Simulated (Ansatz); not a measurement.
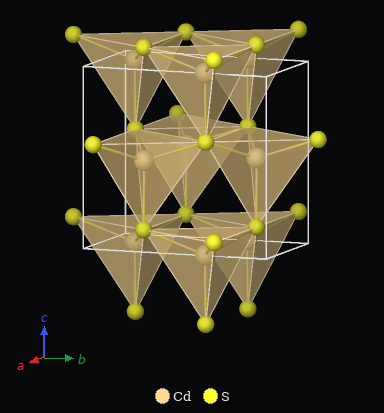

View slightly off an axis, drawn as a polyhedral model. Atoms at the boundary of the conventional unit cell (the box) are drawn once for each face, edge or corner they touch. Some atoms of the next cells are drawn as well.

CdS, space group Cmc2_1 (No. 36), a = 4.242 Å, b = 7.213 Å, c = 6.766 Å, α = 90.00°, β = 90.00°, γ = 90.00°. It goes back to a structure type filled with these elements by a generator (whether the compound takes this form wasn't checked). The cell was then strained or its atoms displaced on purpose. It was run through Ansatz as a DFT input.

This one geometry was computed with Ansatz (DFT, plane waves, PAW) at three levels of theory: r2SCAN, PBE and HSE06. It was relaxed with r2SCAN and then strained.

How does the band gap change with the level of theory?

PBE: a gap of 1.11 eV, direct; r2SCAN: a gap of 1.57 eV, direct; HSE06: a gap of 2.13 eV, direct.

Collect the results in a table.

| level | cutoff (eV) | k-mesh of the run's cell | gap (eV) | pressure (GPa) |
| --- | --- | --- | --- | --- |
| r2SCAN | 500 | 12×12×4 | 1.57 | -1.1 |
| PBE | 420 | 12×12×4 | 1.11 | 0.3 |
| HSE06 | 420 | 6×6×4 | 2.13 | -0.9 |

Gaps are taken on the k-mesh or band path of each run.
